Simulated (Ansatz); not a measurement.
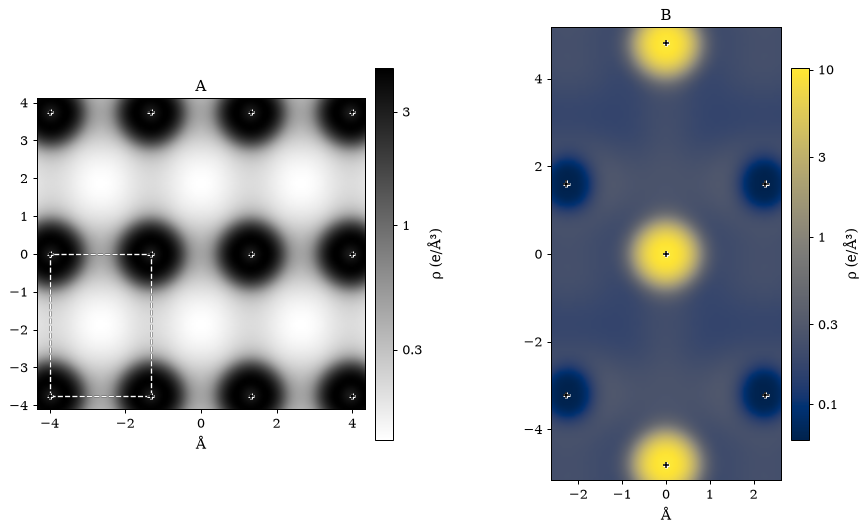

The valence charge density (pseudo) of 2 systems, each on a plane through atoms (crosses mark nuclei in the plane).

All numbers below come from DFT r2SCAN, scalar-relativistic, plane waves, PAW (Ansatz 0.2.0).

System 1: TiAl, the (110) plane of the conventional cell. Space group P-6m2; a structure from a database of computed crystals, not necessarily the ambient phase; changed on purpose from its base cell (strain -0.030 along x and y, -0.030 along z, atoms carried along); computed pressure about 11 GPa in this cell; computed without spin polarisation.

System 2: Ta, the (011) plane of the conventional cell. Space group Pm-3m; computed pressure about 13 GPa in this cell; computed without spin polarisation.

```cif
data_structure
_symmetry_space_group_name_H-M 'P 1'
_symmetry_Int_Tables_number 1
_cell_length_a 2.6584
_cell_length_b 2.6584
_cell_length_c 2.6584
_cell_angle_alpha 90.000
_cell_angle_beta 90.000
_cell_angle_gamma 90.000
_cell_volume 18.79
loop_
_atom_site_label
_atom_site_type_symbol
_atom_site_fract_x
_atom_site_fract_y
_atom_site_fract_z
_atom_site_occupancy
Ta1 Ta 0.00000 0.00000 0.00000 1
```

**Which map belongs to which system?**

Panel A is system 2, Ta: the plane holds Ta. Ta–Ta (2.66 Å): the density is about 0.46 e/Å³ at the midpoint. Panel B is system 1, TiAl: the plane holds Ti and Al. Ti–Al (2.78 Å): the density is about 0.22 e/Å³ at the midpoint.
